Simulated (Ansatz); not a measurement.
**Re: single-point calculation**

- system: Re (P6₃/mmc, 2 atoms in the cell)
- method: DFT, PBEsol, all-electron LAPW, scalar-relativistic, no spin polarisation (Ansatz 0.2.0)

The structure derives from an entry of the Crystallography Open Database. Its volume is 0.96 times that of the source entry. It belongs to a series of runs on one base structure; here: functional pbesol, volume scaled by 0.96. Figures and captions count atoms from 1; the log counts them from 0 in places.

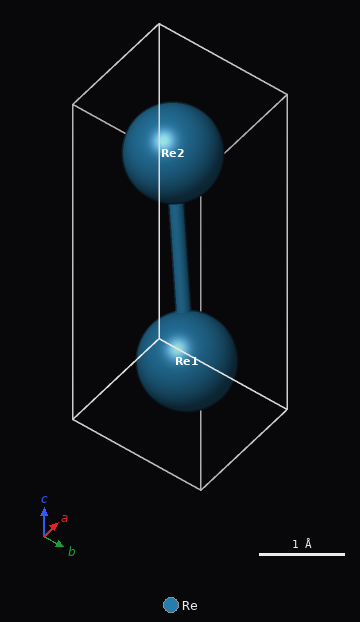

Figure 1. The input geometry (ball-and-stick view of the cell of the calculation, seen at an oblique angle; atoms are numbered from 1 in the order of the input). An atom can appear more than once, as a periodic image. Near neighbours in the periodic cell (some may lie outside the picture): Re has 12 Re at 2.53 to 2.57 Å.

Input
```yaml
crystal:
  lattice:
    - [2.5677224212, 0.0, 0.0]
    - [-1.2838612106, 2.2237128466, 0.0]
    - [0.0, 0.0, 4.1057498614]
  atoms:
    - { symbol: Re, position: [0.3333333333, 0.6666666667, 0.25] }
    - { symbol: Re, position: [0.6666666667, 0.3333333333, 0.75] }
kpoints:
  mp_grid: { grid: [18, 18, 10] }
scf:
  occupations: { method: fermi_dirac, width: 0.05 }
hamiltonian:
  xc: pbesol
  pseudopotentials: { kind: all_electron, lapw: { basis_error: 0.00025 } }
output:
  forces: true
  stress: true
  eigenvalues: true
```

Run as:
```bash
ansatz run input.yaml --threads 1 --pin off --max-ram 2048MiB --backend cpu --events-out ev --progress --plain --runs-dir out
```

What the program printed
```
LAPW: plane waves up to 10.252 Å⁻¹, error target 2.5e-4 eV per atom; small_component_spin mean_spin; Re in spheres of 1.266 Å, 45 of its electrons in bands, Dirac shells [] (how accurate: hamiltonian.pseudopotentials.lapw.basis_error, Limitations)
Engine: ansatz 0.2.0, aarch64-unknown-linux-gnu
Pseudopotentials: kind: all_electron
Pseudopotential: Re, LAPW, valence charge 45, lapw/all_electron/scalar/gaussian/Re, Koelling and Harmon's equation, gaussian nucleus
Functional definition: PBEsol
  exchange = pbesol_x
  correlation = pbesol_c
Crystal: 2 atoms, lattice volume = 23.443 Å³
Basis set: ecut = 400.464662016049 eV, 403 PW (Γ), exchange–correlation at level 2
Bands: 54, of which v1, the nominal top of the filled ones, is band 45 counted from 1 (44 counted from 0)
Symmetry: 24 space group operations
Space group: P63/mmc (ITA 194), of the structure as read, at distance tolerance 2.9e-5 Å
k-points: 222 of 3240
Non-local potential: Re, projectors of the file, none
Initial density: superposition of atomic densities (chi_scale 0.1, normalization cell)
Initial wavefunctions: plane waves of lowest kinetic energy (no species holds an atomic orbital)
Functional: x = pbesol(κ = 0.804, μ = 0.12345679012345678), c = pbesol(β = 0.046)
iter 1 solved again at ethr=9.61e-5 eV; its pass at ethr=1.00e-1 eV (dr2=8.65e-2 eV) is discarded
SCF iter   1: F=—  HF=-908042.608791 eV  |F-HF|=—  |Δ(HF+E_count)|=         —  Δρ=3.09e-2  dr2=8.69e-2  ethr=9.61e-5  ⟨swp⟩=3.0  Hψ=74816  notcnv=0
preconditioner: auto → Kerker (q_TF=auto, 3.414 Å⁻¹)  [metal: Δε(μ)=0.026 eV  Ē_g=38.572 eV  σ=0.050 eV  W_gap=0.13  n_scr=22 (ndim 8)  ℏωp=56.4 eV  f_vac=0.000  D(μ)=1.29/eV (n_scr^D=10)]
SCF iter   2: F=—  HF=-908042.368314 eV  |F-HF|=—  |Δ(HF+E_count)|=   2.40e-1  Δρ=1.50e-2  dr2=2.66e-2  ethr=9.61e-5  ⟨swp⟩=2.0  Hψ=37071  notcnv=0
SCF iter   3: F=—  HF=-908042.349213 eV  |F-HF|=—  |Δ(HF+E_count)|=   1.91e-2  Δρ=9.68e-3  dr2=1.27e-2  ethr=2.96e-5  ⟨swp⟩=2.0  Hψ=35161  notcnv=0
SCF iter   4: F=—  HF=-908042.345875 eV  |F-HF|=—  |Δ(HF+E_count)|=   3.34e-3  Δρ=4.96e-3  dr2=4.07e-3  ethr=1.42e-5  ⟨swp⟩=2.0  Hψ=35160  notcnv=0
iter 5 solved again at ethr=2.14e-7 eV; its pass at ethr=4.52e-6 eV (dr2=1.93e-4 eV) is discarded
SCF iter   5: F=—  HF=-908042.345500 eV  |F-HF|=—  |Δ(HF+E_count)|=   3.75e-4  Δρ=1.02e-3  dr2=1.93e-4  ethr=2.14e-7  ⟨swp⟩=2.0  Hψ=59662  notcnv=0
SCF iter   6: F=—  HF=-908042.345499 eV  |F-HF|=—  |Δ(HF+E_count)|=   1.02e-6  Δρ=2.57e-4  dr2=1.09e-5  ethr=2.14e-7  ⟨swp⟩=2.0  Hψ=35159  notcnv=0
SCF iter   7: F=—  HF=-908042.345498 eV  |F-HF|=—  |Δ(HF+E_count)|=   1.04e-6  Δρ=6.06e-5  dr2=8.43e-7  ethr=1.21e-8  ⟨swp⟩=2.0  Hψ=35159  notcnv=0
SCF iter   8: F=-908042.345497 eV  HF=-908042.345497 eV  |F-HF|=1.85e-8  |Δ(HF+E_count)|=   1.79e-7  Δρ=1.56e-5  dr2=4.20e-8  ethr=9.36e-10  ⟨swp⟩=2.0  Hψ=35159  notcnv=0
SCF 1 converged in 8 iterations: F = -908042.345497 eV  dr2 = 4.20e-8
SCF converged after 8 iterations
Free energy (F): -908042.345497 eV
Harris-Foulkes:  -908042.345497 eV  (|F-HF|=1.85e-8)
Internal energy: -908042.334792 eV  (E = F + TS)
E sigma→0 (E₀):  -908042.340145 eV
Entropy (-TS):   -0.010706 eV (-5.353 meV/atom)
Fermi energy:    39.406368 eV
--- Per-component energies (eV) ---
  E_band       = -8607.901112
  E_kinetic    = 1020351.474343
  E_xc         = -17837.994443
  E_electrostatic = -1910555.814692  (all electrons and nuclei)
  E_smearing   = -0.010706  (= −TS)
  E_closure    = 0.000000  (closes the sum)
  E_atoms      = -908019.370850  (free atoms, spherical and without spin; not in F)
  Σ components = -908042.345497   (vs F -908042.345497, Δ=0.00e0)
  Basis errors (estimates in eV, not in F): energy 5.7e-5 per atom: plane waves 4.7e-5 (2.4e-5 summed), levels above the bands 1.3e-142, relativity 9.0e-9, radial functions 1.0e-5, core shells 1.6e-7; eigenvalues (radial functions only) 2.5e-7; not estimated: angular momenta, meshes, grids; target (lapw.basis_error) 2.5e-4; muffin-tin radii Re 1.266 Å
--- Forces (eV/Å), atoms counted from 1 ---
  atom   1  Re    -0.00000000     0.00000000     0.00000000
  atom   2  Re     0.00000000    -0.00000000     0.00000000
  max |Σ_I F_I| component: 1.85e-17 eV/Å
--- Stress (GPa, compression-positive) ---
      131.061301       0.000000       0.000000
        0.000000     131.061301       0.000000
        0.000000       0.000000     139.952927
  P = ⅓ Tr σ = 134.0252 GPa (1340.252 kbar)
--- Band table (eV; the first three rows and the last of 222) ---
  k-point 0: bands = ["-400.8012", "-400.8012", "-400.8012", "-400.8012", "-400.7986", "-400.7986", "-209.4229", "-209.4229", "-209.4229", "-209.4229", "-209.4211", "-209.4211", "-209.4205", "-209.4205", "-209.4205", "-209.4205", "-40.3669", "-40.0209", "-3.7105", "-1.5076", "-1.5076", "-1.1330", "-1.1330", "-1.0478", "2.9152", "2.9159", "2.9204", "2.9425", "2.9425", "2.9504", "2.9504", "2.9508", "2.9508", "2.9646", "2.9844", "2.9844", "2.9908", "2.9944", "28.1018", "30.9551", "37.0364", "37.0364", "37.2612", "38.2716", "38.2716", "39.3988", "39.3988", "41.0432", "43.8261", "43.8261", "52.3326", "52.7712", "55.2002", "58.4057"]
  k-point 1: bands = ["-400.8012", "-400.8012", "-400.8012", "-400.8012", "-400.7986", "-400.7986", "-209.4229", "-209.4229", "-209.4229", "-209.4229", "-209.4211", "-209.4211", "-209.4205", "-209.4205", "-209.4205", "-209.4205", "-40.3586", "-40.0295", "-3.6521", "-1.4986", "-1.4986", "-1.1424", "-1.1424", "-1.1215", "2.9116", "2.9199", "2.9209", "2.9385", "2.9385", "2.9488", "2.9488", "2.9555", "2.9555", "2.9638", "2.9855", "2.9855", "2.9909", "2.9943", "28.2664", "30.9983", "36.9462", "36.9462", "37.1599", "38.1551", "38.1551", "39.6495", "39.6495", "40.6091", "43.8813", "43.8813", "52.3910", "52.8522", "56.0062", "57.7292"]
  k-point 2: bands = ["-400.8012", "-400.8012", "-400.8012", "-400.8012", "-400.7986", "-400.7986", "-209.4229", "-209.4229", "-209.4229", "-209.4229", "-209.4211", "-209.4211", "-209.4205", "-209.4205", "-209.4205", "-209.4205", "-40.3346", "-40.0546", "-3.4812", "-1.4725", "-1.4725", "-1.3325", "-1.1695", "-1.1695", "2.9092", "2.9183", "2.9272", "2.9336", "2.9336", "2.9439", "2.9439", "2.9617", "2.9636", "2.9636", "2.9875", "2.9875", "2.9912", "2.9940", "28.7366", "31.1089", "36.7811", "36.7811", "36.8911", "37.8566", "37.8566", "39.5386", "40.2832", "40.2832", "43.9631", "43.9631", "51.9252", "54.0995", "56.5283", "57.6936"]
  k-point 221: bands = ["-400.8012", "-400.8012", "-400.8012", "-400.8012", "-400.7986", "-400.7986", "-209.4229", "-209.4229", "-209.4229", "-209.4229", "-209.4211", "-209.4211", "-209.4205", "-209.4205", "-209.4205", "-209.4205", "-39.9747", "-39.9747", "-3.1848", "-3.1848", "-2.6206", "-2.6206", "-1.5165", "-1.5165", "2.9274", "2.9274", "2.9415", "2.9415", "2.9504", "2.9504", "2.9572", "2.9572", "2.9604", "2.9604", "2.9624", "2.9624", "2.9707", "2.9707", "33.3324", "33.3324", "34.4870", "34.4870", "36.9339", "36.9339", "39.3208", "39.3208", "43.8005", "43.8005", "51.9312", "51.9312", "53.2855", "53.2855", "55.8516", "55.8516"]
```

Key numbers

- outcome: converged
- space group (tolerance 0.01 Å): P6₃/mmc (194)
- electrons in bands (core shells apart): 90
- free energy: −908042.3455 eV
- Fermi energy: 39.406 eV
- pressure: 134.03 GPa
- largest force (length of the vector): under 0.001 eV/Å
- hardware: 1 thread of Arm Neoverse V2, 24 GiB of memory available, shared host
- wall time: 1.8 min
- peak memory: 1.1 GiB

Remarks

Spin–orbit coupling is left out, which matters for Re. The cell is under a pressure of 134 GPa at this level, so it is not at its equilibrium volume.
